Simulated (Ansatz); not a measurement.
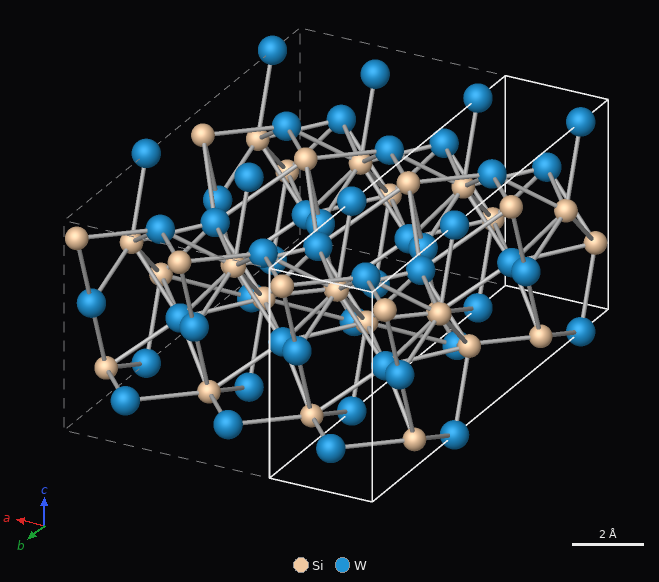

An orthographic ball-and-stick view of the structure, from a general direction. The structure is repeated 3×1×1 times; solid lines mark one conventional unit cell.

Si$_{2}$W$_{3}$, space group Pmc2_1 (No. 26), a = 3.31 Å, b = 14.26 Å, c = 6.63 Å, α = 90.00°, β = 90.00°, γ = 90.00°.

Run with DFT PBE, scalar-relativistic, plane waves, PAW in Ansatz and these settings: plane waves up to 420 eV, k-points about 0.16 Å⁻¹ apart, Gaussian smearing of 0.15 eV, no spin polarisation.

### What is the band gap, if any?

A metal: bands cross the Fermi level.

### What is the computed pressure?

The computed pressure is -6.7 GPa (stretched: it would shrink).

The cell started as a structure listed in the Materials Project. The cell was then strained or its atoms displaced on purpose. It was the input of a calculation with Ansatz.

At this level of theory the run's own cell isn't at rest (stretched, at -7 GPa and forces up to 2.2 eV/Å), so its distances can differ from those at equilibrium, the more so the softer the solid.
